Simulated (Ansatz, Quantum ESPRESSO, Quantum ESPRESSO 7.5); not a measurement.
## The basal face of Co: relaxation and work function

How much does the work function of Co(0001) depend on the functional?

Calculated with Quantum ESPRESSO 7.5; plane-wave DFT, PBE, GBRV ultrasoft pseudopotentials (geometry and cross-check by Ansatz 0.2.0 with PAW datasets; geometry under PBE).

**What experiment says.**

For Co (polycrystalline sample, no single face), “Anisotropic work function of elemental crystals” (2019, arxiv:1902.07811) quotes earlier work: work function, loosely compared (polycrystalline sample, no single face) 5 eV.

## 1. The structure

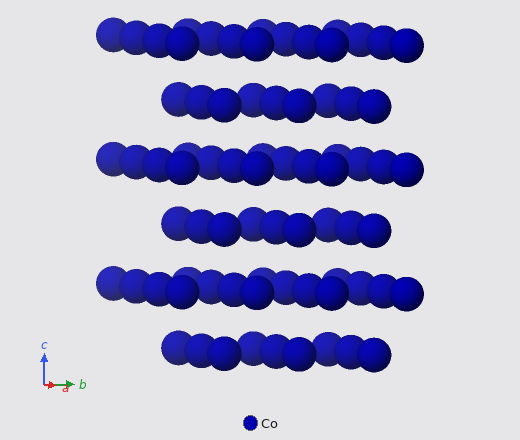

The starting structure, seen from the side, with the c axis up (cobalt blue). 3×3×1 cells are drawn. Some periodic images of atoms are drawn too.

The cell holds 6 atoms: 6 Co. Cell: a = 2.510 Å, b = 2.510 Å, c = 26.178 Å, α = 90.0°, β = 90.0°, γ = 60.0°. It derives from Co. Vacuum lies along c.

## 2. Geometry from Ansatz of (0001)

A relaxation in Ansatz fixes the structure of this slab for the runs on it.

input.yaml reads:

```yaml
crystal:
  lattice:
    - [2.51, 0.0, 0.0]
    - [1.255, 2.1737237635, 0.0]
    - [0.0, 0.0, 26.17805]
  atoms:
    - { symbol: Co, position: [0.6666666667, 0.6666666667, 0.3055995385], spin: 1.7 }
    - { symbol: Co, position: [0.0, 0.0, 0.3833597231], spin: 1.7 }
    - { symbol: Co, position: [0.6666666667, 0.6666666667, 0.4611199077], spin: 1.7 }
    - { symbol: Co, position: [0.0, 0.0, 0.5388800923], spin: 1.7 }
    - { symbol: Co, position: [0.6666666667, 0.6666666667, 0.6166402769], spin: 1.7 }
    - { symbol: Co, position: [0.0, 0.0, 0.6944004615], spin: 1.7 }
magnetization:
  spin_polarized: true
kpoints:
  mp_grid: { grid: [12, 12, 1] }
hamiltonian:
  xc: pbe
scf:
  occupations: { method: fermi_dirac, width: 0.1 }
  convergence: { dr2_threshold: 1.0e-08 }
efield:
  axis: 3
  dipole_correction: true
  ramp_position: 0.97
  ramp_width: 0.04
relax:
  f_tol: 0.01
  constraints: [{ sites: [2, 3] }]
output:
  write_potential: true
  write_density: true
  volumetric_format: npy
```

Started as:

```bash
> ansatz run input.yaml --threads 4 --pin off --max-ram 8192MiB --backend cpu --events-out ev --progress --plain --runs-dir out
```

Numbers of over 12 decimals in the logs are rounded to 6 here.

The log of the run:

```text
Engine: ansatz 0.2.0, aarch64-unknown-linux-gnu
Pseudopotentials: kind: paw
Pseudopotential: Co, paw, valence charge 17, recommended cutoff 420 eV (normal), Co.paw.azcp
Functional definition: PBE
  parameter kappa = 0.804
  parameter beta = 0.066725
  exchange = pbe_x(kappa = kappa, mu = beta*pi^2/3)
  correlation = pbe_c(beta = beta)
Crystal: 6 atoms, lattice volume = 142.829 Å³
Basis set: ecut = 420 eV, 2793 PW (Γ), exchange–correlation on 36×36×360 points (8 copies of the dense FFT grid, shifted against one another)
Bands: 68, of which v1, the nominal top of the filled ones, is band 51 counted from 1 (50 counted from 0)
Symmetry: 6 space group operations
k-points: 19 of 144 (time reversal used)
Non-local potential: Co, projectors of the file, l = 0: 3, l = 1: 2, l = 2: 3, l = 3: 1
PAW form: soft (Blöchl's): semilocal exchange-correlation on the pseudo side does not see the compensation charge
PAW one-centre angular grid: Co, 590 points (default); XC on 64 Gauss nodes
Initial density: superposition of atomic densities (neutral atoms: chi_scale 0, normalization atom)
Starting moments: Σ|m| = 10.2 μB on 6 of 6 sites
Initial wavefunctions: pseudopotential atomic-orbital guess
Functional: x = pbe(κ = 0.804, μ = 0.219515), c = pbe(β = 0.066725)
SCF iter   1: F=—  HF=-30752.943572 eV  |F-HF|=—  |Δ(HF+E_count)|=         —  Δρ=6.12e-2 (↑1.29e-2 ↓6.12e-2)  dr2=9.50e0  dr2_m=1.02e0  M=10.197 μB ∫|m|=10.520 μB  β_m=1.00  ethr=3.10e-3  p=-0.000 e·Å  D=-6.95e-6 V/Å  ΔV_dip=0.00 eV  dr2_dipole=2.51e-7  V_vac-E_F(+/−)=7.56/7.56 eV  ⟨swp⟩=9.7  Hψ=12421  notcnv=0  defer=50
Mixer restart at iter 1: flushing history
efield: sawtooth ramp at fractional position 0.9700 (set: `efield.ramp_position`, or a place that a band, a saddle search or an elastic batch's reference lends), width 0.0400; the density the first Hamiltonian is built on has a dipole p = -0.000 e·Å; the dipole correction subtracts the counter field D = -6.95e-6 V/Å, which shifts the + side's vacuum level by +0.00 eV against the − side's; the planar-averaged density in the ramp window peaks in size at 9.6e-6 e/Å³
preconditioner: auto → LDOS  [metal: Δε(μ)=0.002 eV  Ē_g=7.418 eV  σ=0.100 eV  W_gap=0.01  n_scr=20 (ndim 8)  ℏωp=22.8 eV  f_vac=0.485  D(μ)=7.26/eV (n_scr^D=66)]
spin=Collinear: LDOS preconditioning applied to the charge; magnetization (m = ρ↑ − ρ↓) channel mixes plain (no charge-response kernel on spin).
SCF iter   2: F=—  HF=-30751.779363 eV  |F-HF|=—  |Δ(HF+E_count)|=    1.16e0  Δρ=1.27e-2 (↑1.27e-2 ↓9.84e-3)  dr2=6.67e-1  dr2_m=1.10e-1  M=10.223 μB ∫|m|=10.947 μB  β_m=0.34  ethr=3.10e-3  p=-0.000 e·Å  D=-1.03e-4 V/Å  ΔV_dip=0.00 eV  dr2_dipole=2.75e-5  V_vac-E_F(+/−)=6.57/6.56 eV  ⟨swp⟩=2.7  Hψ=4516  notcnv=0  defer=112
density mixer auto → msr1: a metal under ldos (density of states about μ 3.29 of a free-electron gas's, 20 screened modes)
SCF iter   3: F=—  HF=-30753.730041 eV  |F-HF|=—  |Δ(HF+E_count)|=    1.95e0  Δρ=5.34e-3 (↑5.34e-3 ↓5.00e-3)  dr2=1.10e-1  dr2_m=2.12e-2  M=10.234 μB ∫|m|=11.074 μB  β_m=0.48  ethr=6.54e-4  p=-0.000 e·Å  D=-6.59e-5 V/Å  ΔV_dip=0.00 eV  dr2_dipole=1.77e-5  V_vac-E_F(+/−)=5.94/5.94 eV  ⟨swp⟩=2.9  Hψ=4288  notcnv=0  defer=106
SCF iter   4: F=—  HF=-30755.223847 eV  |F-HF|=—  |Δ(HF+E_count)|=         —  Δρ=5.42e-3 (↑5.42e-3 ↓3.15e-3)  dr2=6.61e-2  dr2_m=7.90e-3  M=10.303 μB ∫|m|=11.278 μB  β_m=0.48  ethr=1.07e-4  p=-0.000 e·Å  D=-2.28e-5 V/Å  ΔV_dip=0.00 eV  dr2_dipole=1.25e-6  V_vac-E_F(+/−)=5.28/5.28 eV  ⟨swp⟩=3.1  Hψ=5440  notcnv=0  defer=97
SCF iter   5: F=—  HF=-30755.434033 eV  |F-HF|=—  |Δ(HF+E_count)|=   2.10e-1  Δρ=2.87e-3 (↑1.94e-3 ↓2.87e-3)  dr2=2.01e-2  dr2_m=1.78e-3  M=10.206 μB ∫|m|=11.197 μB  β_m=0.65  ethr=6.48e-5  p=-0.000 e·Å  D=-5.12e-6 V/Å  ΔV_dip=0.00 eV  dr2_dipole=3.40e-9  V_vac-E_F(+/−)=5.14/5.14 eV  ⟨swp⟩=2.1  Hψ=4738  notcnv=0  defer=113
SCF iter   6: F=—  HF=-30755.475208 eV  |F-HF|=—  |Δ(HF+E_count)|=   4.12e-2  Δρ=1.52e-3 (↑1.06e-3 ↓1.52e-3)  dr2=6.37e-3  dr2_m=2.74e-4  M=10.163 μB ∫|m|=11.163 μB  β_m=0.81  ethr=1.97e-5  p=-0.000 e·Å  D=-1.21e-5 V/Å  ΔV_dip=0.00 eV  dr2_dipole=4.07e-7  V_vac-E_F(+/−)=5.07/5.07 eV  ⟨swp⟩=2.2  Hψ=4444  notcnv=0  defer=111
SCF iter   7: F=—  HF=-30755.483406 eV  |F-HF|=—  |Δ(HF+E_count)|=   8.20e-3  Δρ=1.62e-3 (↑1.62e-3 ↓1.38e-3)  dr2=9.61e-3  dr2_m=1.03e-4  M=10.135 μB ∫|m|=11.146 μB  β_m=0.62  ethr=6.24e-6  p=-0.000 e·Å  D=-5.40e-6 V/Å  ΔV_dip=0.00 eV  dr2_dipole=3.42e-11  V_vac-E_F(+/−)=5.01/5.01 eV  ⟨swp⟩=2.5  Hψ=5015  notcnv=0  defer=113
SCF iter   8: F=—  HF=-30755.481326 eV  |F-HF|=—  |Δ(HF+E_count)|=   2.08e-3  Δρ=1.68e-4 (↑1.68e-4 ↓1.25e-4)  dr2=9.65e-5  dr2_m=1.71e-5  M=10.131 μB ∫|m|=11.145 μB  β_m=0.69  ethr=6.24e-6  p=-0.000 e·Å  D=-2.82e-6 V/Å  ΔV_dip=0.00 eV  dr2_dipole=2.20e-8  V_vac-E_F(+/−)=4.99/4.99 eV  ⟨swp⟩=3.1  Hψ=5522  notcnv=0  defer=113
SCF iter   9: F=—  HF=-30755.481345 eV  |F-HF|=—  |Δ(HF+E_count)|=   1.97e-5  Δρ=9.29e-5 (↑3.40e-5 ↓9.29e-5)  dr2=1.39e-5  dr2_m=3.51e-6  M=10.129 μB ∫|m|=11.147 μB  β_m=0.79  ethr=9.46e-8  p=-0.000 e·Å  D=-2.90e-6 V/Å  ΔV_dip=0.00 eV  dr2_dipole=9.45e-11  V_vac-E_F(+/−)=4.97/4.97 eV  ⟨swp⟩=2.4  Hψ=4419  notcnv=0  defer=110
SCF iter  10: F=—  HF=-30755.481352 eV  |F-HF|=—  |Δ(HF+E_count)|=   6.82e-6  Δρ=5.12e-5 (↑3.82e-5 ↓5.12e-5)  dr2=6.91e-6  dr2_m=9.31e-7  M=10.128 μB ∫|m|=11.148 μB  β_m=0.64  ethr=1.37e-8  p=-0.000 e·Å  D=-2.09e-6 V/Å  ΔV_dip=0.00 eV  dr2_dipole=5.15e-10  V_vac-E_F(+/−)=4.97/4.97 eV  ⟨swp⟩=2.9  Hψ=4578  notcnv=0  defer=110
SCF iter  11: F=—  HF=-30755.481351 eV  |F-HF|=—  |Δ(HF+E_count)|=   1.09e-6  Δρ=1.73e-5 (↑1.73e-5 ↓1.68e-5)  dr2=4.37e-7  dr2_m=2.86e-7  M=10.128 μB ∫|m|=11.148 μB  β_m=0.74  ethr=6.78e-9  p=-0.000 e·Å  D=-2.29e-6 V/Å  ΔV_dip=0.00 eV  dr2_dipole=9.06e-11  V_vac-E_F(+/−)=4.97/4.97 eV  ⟨swp⟩=2.1  Hψ=3654  notcnv=0  defer=110
SCF iter  12: F=—  HF=-30755.481351 eV  |F-HF|=—  |Δ(HF+E_count)|=   4.88e-7  Δρ=9.25e-6 (↑8.22e-6 ↓9.25e-6)  dr2=8.29e-8  dr2_m=6.25e-8  M=10.128 μB ∫|m|=11.148 μB  β_m=0.87  ethr=4.29e-10  p=-0.000 e·Å  D=-2.03e-6 V/Å  ΔV_dip=0.00 eV  dr2_dipole=2.93e-10  V_vac-E_F(+/−)=4.97/4.97 eV  ⟨swp⟩=2.8  Hψ=4466  notcnv=0  defer=110
SCF iter  13: F=—  HF=-30755.481352 eV  |F-HF|=—  |Δ(HF+E_count)|=   1.30e-7  Δρ=8.07e-6 (↑4.23e-6 ↓8.07e-6)  dr2=1.27e-7  dr2_m=1.05e-8  M=10.128 μB ∫|m|=11.148 μB  β_m=0.80  ethr=8.13e-11  p=-0.000 e·Å  D=-2.43e-6 V/Å  ΔV_dip=0.00 eV  dr2_dipole=2.63e-10  V_vac-E_F(+/−)=4.97/4.97 eV  ⟨swp⟩=2.5  Hψ=4892  notcnv=0  defer=110
[...]
preconditioner: auto → LDOS  [metal: Δε(μ)=0.006 eV  Ē_g=7.321 eV  σ=0.100 eV  W_gap=0.01  n_scr=14 (ndim 8)  ℏωp=22.8 eV  f_vac=0.504  D(μ)=5.84/eV (n_scr^D=22)]
spin=Collinear: LDOS preconditioning applied to the charge; magnetization (m = ρ↑ − ρ↓) channel mixes plain (no charge-response kernel on spin).
SCF iter   2: F=—  HF=-30755.523999 eV  |F-HF|=—  |Δ(HF+E_count)|=   1.00e-4  Δρ=1.66e-4 (↑1.66e-4 ↓1.45e-4)  dr2=2.90e-4  dr2_m=3.22e-6  M=10.044 μB ∫|m|=11.041 μB  β_m=0.31  ethr=1.53e-6  p=-0.000 e·Å  D=-1.72e-7 V/Å  ΔV_dip=0.00 eV  dr2_dipole=2.60e-8  V_vac-E_F(+/−)=4.92/4.92 eV  ⟨swp⟩=2.0  Hψ=3750  notcnv=0  defer=125
density mixer auto → msr1: a metal under ldos (density of states about μ 2.89 of a free-electron gas's, 20 screened modes)
SCF iter   3: F=—  HF=-30755.524004 eV  |F-HF|=—  |Δ(HF+E_count)|=   5.00e-6  Δρ=1.52e-4 (↑1.52e-4 ↓8.32e-5)  dr2=5.55e-5  dr2_m=9.44e-6  M=10.044 μB ∫|m|=11.041 μB  β_m=0.46  ethr=2.84e-7  p=-0.000 e·Å  D=-1.27e-6 V/Å  ΔV_dip=0.00 eV  dr2_dipole=2.97e-8  V_vac-E_F(+/−)=4.92/4.92 eV  ⟨swp⟩=1.8  Hψ=2889  notcnv=0  defer=125
SCF iter   4: F=—  HF=-30755.524031 eV  |F-HF|=—  |Δ(HF+E_count)|=   2.73e-5  Δρ=6.65e-5 (↑5.75e-5 ↓6.65e-5)  dr2=9.25e-6  dr2_m=3.28e-6  M=10.045 μB ∫|m|=11.043 μB  β_m=0.59  ethr=5.44e-8  p=-0.000 e·Å  D=-8.07e-7 V/Å  ΔV_dip=0.00 eV  dr2_dipole=1.07e-8  V_vac-E_F(+/−)=4.91/4.91 eV  ⟨swp⟩=2.0  Hψ=3503  notcnv=0  defer=125
SCF iter   5: F=—  HF=-30755.524047 eV  |F-HF|=—  |Δ(HF+E_count)|=   1.64e-5  Δρ=6.89e-5 (↑6.89e-5 ↓2.42e-5)  dr2=2.94e-6  dr2_m=2.45e-6  M=10.047 μB ∫|m|=11.044 μB  β_m=0.62  ethr=9.07e-9  p=0.000 e·Å  D=1.49e-6 V/Å  ΔV_dip=-0.00 eV  dr2_dipole=2.05e-10  V_vac-E_F(+/−)=4.91/4.91 eV  ⟨swp⟩=2.2  Hψ=4685  notcnv=0  defer=125
SCF iter   6: F=—  HF=-30755.524051 eV  |F-HF|=—  |Δ(HF+E_count)|=   3.58e-6  Δρ=2.00e-5 (↑2.00e-5 ↓1.49e-5)  dr2=5.58e-7  dr2_m=2.37e-7  M=10.047 μB ∫|m|=11.045 μB  β_m=0.68  ethr=2.88e-9  p=0.000 e·Å  D=4.38e-6 V/Å  ΔV_dip=-0.00 eV  dr2_dipole=1.44e-9  V_vac-E_F(+/−)=4.91/4.91 eV  ⟨swp⟩=3.2  Hψ=5047  notcnv=0  defer=125
SCF iter   7: F=—  HF=-30755.524051 eV  |F-HF|=—  |Δ(HF+E_count)|=   1.20e-7  Δρ=1.15e-5 (↑1.15e-5 ↓1.15e-5)  dr2=6.25e-7  dr2_m=3.86e-8  M=10.047 μB ∫|m|=11.045 μB  β_m=0.57  ethr=5.47e-10  p=0.000 e·Å  D=3.99e-6 V/Å  ΔV_dip=-0.00 eV  dr2_dipole=4.43e-11  V_vac-E_F(+/−)=4.91/4.91 eV  ⟨swp⟩=2.3  Hψ=4586  notcnv=0  defer=125
SCF iter   8: F=—  HF=-30755.524051 eV  |F-HF|=—  |Δ(HF+E_count)|=   2.45e-8  Δρ=5.02e-6 (↑5.02e-6 ↓2.61e-6)  dr2=5.00e-8  dr2_m=1.50e-8  M=10.048 μB ∫|m|=11.045 μB  β_m=0.60  ethr=5.47e-10  p=0.000 e·Å  D=4.12e-6 V/Å  ΔV_dip=-0.00 eV  dr2_dipole=1.45e-13  V_vac-E_F(+/−)=4.91/4.91 eV  ⟨swp⟩=2.2  Hψ=3979  notcnv=0  defer=125
SCF iter   9: F=—  HF=-30755.524051 eV  |F-HF|=—  |Δ(HF+E_count)|=   4.93e-8  Δρ=1.91e-6 (↑1.91e-6 ↓1.50e-6)  dr2=2.40e-9  dr2_m=3.45e-9  M=10.048 μB ∫|m|=11.045 μB  β_m=0.70  ethr=4.90e-11  p=0.000 e·Å  D=4.11e-6 V/Å  ΔV_dip=-0.00 eV  dr2_dipole=2.07e-14  V_vac-E_F(+/−)=4.91/4.91 eV  ⟨swp⟩=2.1  Hψ=3670  notcnv=0  defer=125
SCF iter  10: F=—  HF=-30755.524051 eV  |F-HF|=—  |Δ(HF+E_count)|=   1.19e-8  Δρ=2.50e-6 (↑3.58e-7 ↓2.50e-6)  dr2=1.01e-8  dr2_m=1.99e-9  M=10.048 μB ∫|m|=11.045 μB  β_m=0.67  ethr=2.35e-12  p=0.000 e·Å  D=4.09e-6 V/Å  ΔV_dip=-0.00 eV  dr2_dipole=2.23e-11  V_vac-E_F(+/−)=4.91/4.91 eV  ⟨swp⟩=3.4  Hψ=5535  notcnv=0  defer=125
SCF iter  11: F=-30755.524051 eV  HF=-30755.524051 eV  |F-HF|=3.61e-9  |Δ(HF+E_count)|=  2.47e-10  Δρ=1.54e-6 (↑4.13e-7 ↓1.54e-6)  dr2=4.33e-9  dr2_m=1.04e-9  M=10.048 μB ∫|m|=11.045 μB  ethr=2.35e-12  p=0.000 e·Å  D=4.09e-6 V/Å  ΔV_dip=-0.00 eV  dr2_dipole=1.84e-13  V_vac-E_F(+/−)=4.91/4.91 eV  ⟨swp⟩=6.5  Hψ=14714  notcnv=0
SCF 4 converged in 11 iterations: F = -30755.524051 eV  dr2 = 4.33e-9
relax step   4: F+E_penalty+E_count = -30755.52405113 eV  Δ(F+E_penalty+E_count) = -4.059e-4 eV  max|allowed force component| = 2.357e-4 eV/Å  Δτ_max = 0.0079 Å  (11 SCF iters, accepted)
NSCF: frozen V_eff on 19 k-points
the band table was solved once a step of the walk had ended and its energy, with any forces and stress, was formed, with the checks that follow a solve (12941 applications of the Hamiltonian). They found nothing against the state; the energy, forces and stress were not computed again (output.eigenvalues in the input reference)
WARN: The output density's exchange-correlation potential varies sharply where the density is thin. Do not read a vacuum level from v_tot or v_xc, or from such a field of the output density. On a cell that repeats whose density bears no net charge and no dipole along the vacuum's axis use v_es (v_loc + v_h of the components); under efield.dipole_correction with no amplitude use v_es + v_field, which holds any externa [...]
SCF converged after 11 iterations
Magnetization: 10.0476 μB (56.0238 up, 45.9762 down)
Absolute magnetization: 11.0484 μB (∫|ρ↑−ρ↓|, with the PAW one-centre terms)
Spin contamination: 0.2006 ħ² per cell (⟨S²⟩ above its minimum at these occupations)
Per-site moments (μB) at R_I (Å): [(1.787029, 1.001827), (1.737542, 1.001827), (1.713390, 1.029673), (1.713390, 1.029673), (1.737542, 1.001827), (1.787029, 1.001827)]
Free energy (F): -30755.524051 eV
Harris-Foulkes:  -30755.524051 eV  (|F-HF|=3.61e-9)
Internal energy: -30755.328070 eV  (E = F + TS)
E sigma→0 (E₀):  -30755.426060 eV
Entropy (-TS):   -0.195981 eV (-32.664 meV/atom)
Fermi energy:    5.946253 eV
Dipole field:    D = 0.000005 V/Å  (p = 0.000004 e·Å, saw-weighted, corrected)
Work function:   Φ+ = 4.9088 eV   Φ− = 4.9089 eV
Levels:          The Fermi level and band energies are counted from a zero that moves with the ramp; work functions are not
--- Per-component energies (eV) ---
  E_band       = -2759.180572
  E_kinetic    = 2716.428104
  E_local      = -240084.524806  (includes V_loc(G=0)·N_el)
  E_nonlocal   = 2729.871794
  E_hartree    = 118020.902053
  E_xc         = -950.350601
  E_vxc        = -1226.033558  (∫ρ·V_xc dr)
  E_paw        = -9094.154655  (= ΣΔE_a)
  E_vpaw       = -2936.722945  (= ΣTr[D̂ρ^β])
  E_aug_tail   = 0.000452  (compensation charges beyond the density's cutoff)
  E_efield     = 0.000000  (sawtooth field / dipole correction)
  E_vefield    = -0.000127  (∫n·V_field dr)
  E_ewald      = 95906.499589
  E_smearing   = -0.195981  (= −TS)
  E_closure    = 0.000000  (closes the sum)
  Σ components = -30755.524051   (vs F -30755.524051, Δ=0.00e0)
--- Forces (eV/Å), atoms counted from 1 ---
  atom   1  Co     0.00000000     0.00000000    -0.00023520
  atom   2  Co     0.00000000     0.00000000     0.00015325
  atom   3  Co    -0.00000000    -0.00000000     0.24699704
  atom   4  Co     0.00000000     0.00000000    -0.24699768
  atom   5  Co    -0.00000000    -0.00000000    -0.00015388
  atom   6  Co     0.00000000    -0.00000000     0.00023574
  max |Σ_I F_I| component: 7.27e-7 eV/Å
--- Band table (eV; the first three rows and the last of 38) ---
  k-point 0 ↑: bands = [... 47 lower, 4.0729, 4.0729, 4.3021, 4.3021, 4.6214, 4.6214, 4.8984, 4.8984, ... 13 higher]
  k-point 1 ↑: bands = [... 47 lower, 4.0159, 4.0341, 4.2530, 4.2771, 4.4956, 4.6027, 4.6231, 4.8212, ... 13 higher]
  k-point 2 ↑: bands = [... 47 lower, 3.9610, 3.9941, 4.0834, 4.2758, 4.3025, 4.5745, 4.6074, 4.8838, ... 13 higher]
  k-point 18 ↓: bands = [... 47 lower, 6.8014, 6.8014, 6.8804, 6.9079, 6.9079, 6.9884, 6.9884, 11.3072, ... 13 higher]
--- Relaxed structure (4 steps of the walk, 4 accepted, 0 SCFs on fresh bases) ---
  F+E_penalty+E_count = -30755.52405113 eV   max|allowed force component| = 2.357e-4 eV/Å
  atoms:
    - { symbol: Co, position: [0.666667, 0.666667, 0.309031] }
    - { symbol: Co, position: [0, 0, 0.383480] }
    - { symbol: Co, position: [0.666667, 0.666667, 0.4611199077] }
    - { symbol: Co, position: [0.0, 0.0, 0.5388800923] }
    - { symbol: Co, position: [0.666667, 0.666667, 0.616520] }
    - { symbol: Co, position: [0, 0, 0.690969] }
```

Wall time 49 s (4 threads of Arm Neoverse V2, shared host); peak memory 0.67 GiB; 3.1 min of CPU time.

Relaxation path:

```csv
step,energy less that of the first step (eV),largest force component (eV/Å)
1,0.0000,0.4570
2,-0.0280,0.2836
3,-0.0423,0.0517
4,-0.0427,0.0002
```

Forces are held to the 6 operations that the run works with; a distortion that breaks them can't arise in this run.

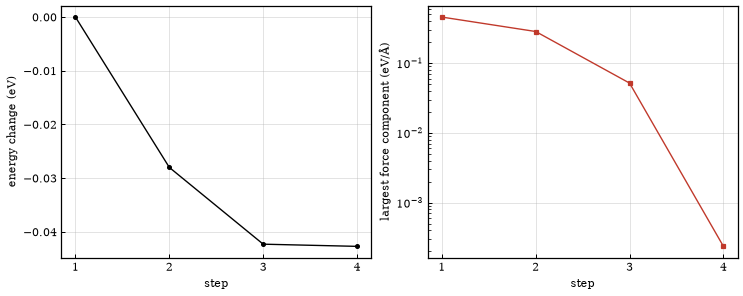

Energy and largest force along the relaxation.

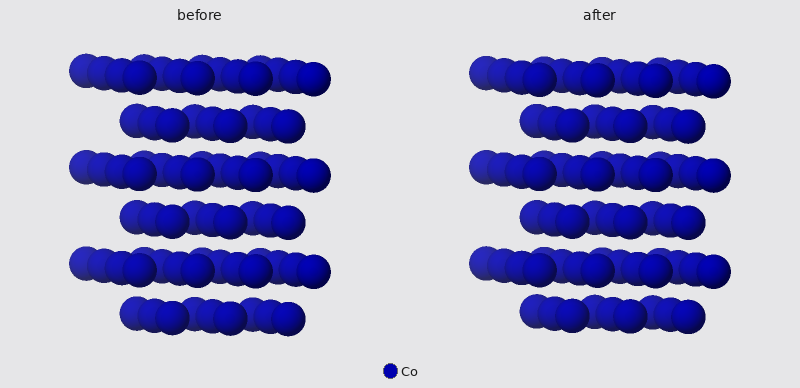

Before and after, at one scale.

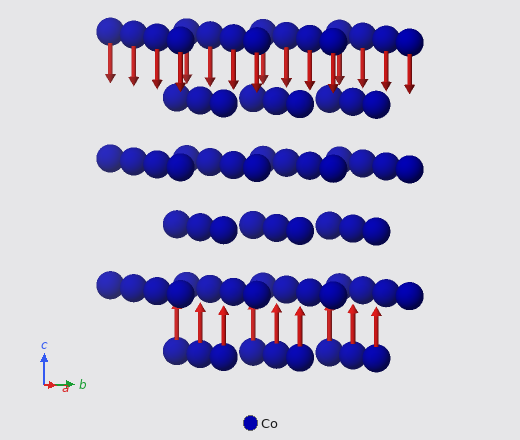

Displacements in the relaxation, exaggerated; the longest in the cell stands for 0.09 Å. 3×3×1 cells are drawn. Some periodic images of atoms are drawn too.

The atoms that moved most (Å):

```
atom     dx     dy      dz  length
 Co6  0.000  0.000  -0.090   0.090
 Co1  0.000  0.000   0.090   0.090
```

The relaxed structure:

```xyz
6
Lattice="2.5100 0.0000 0.0000 1.2550 2.1737 0.0000 0.0000 0.0000 26.1780" Properties=species:S:1:pos:R:3
Co    2.5100    1.4491    8.0898
Co    0.0000    0.0000   10.0388
Co    2.5100    1.4491   12.0712
Co    0.0000    0.0000   14.1068
Co    2.5100    1.4491   16.1393
Co    0.0000    0.0000   18.0882
```

The relaxation lowers the energy by 7 meV an atom. Held were the atoms numbered 3 and 4; the forces quoted are those on the free ones.

This step gave:

| Item | Value |
| --- | --- |
| free energy | -30755.5241 eV |
| energy at zero smearing | -30755.4261 eV |
| smearing term TS | 0.1960 eV |
| Fermi energy | 5.946 eV |
| magnetization | 10.05 μB |
| absolute magnetization | 11.05 μB |
| site moments | 1.787, 1.738, 1.713, 1.713, 1.738, 1.787 μB |
| symmetry operations | 6 |
| work function of the upper face | 4.909 eV |
| work function of the lower face | 4.909 eV |
| dipole along the normal | 3.77e-6 e·Å |

(Part 1 of 3 ends here.)

[Logs are printed without paths, hosts, clocks, repeated set-up lines and the standing remarks that a program may print on its own settings, such as how far it seeks lower states.]

[Hosts, paths, dates, database ids (printed as entryN), source tags and the programs' standing remarks are cut or masked in the printed files.]

[Maps of the electrostatic potential energy from Ansatz leave out the sawtooth potential of an applied field or a dipole correction, so their vacuum need not be flat; planar profiles and work functions include it.]
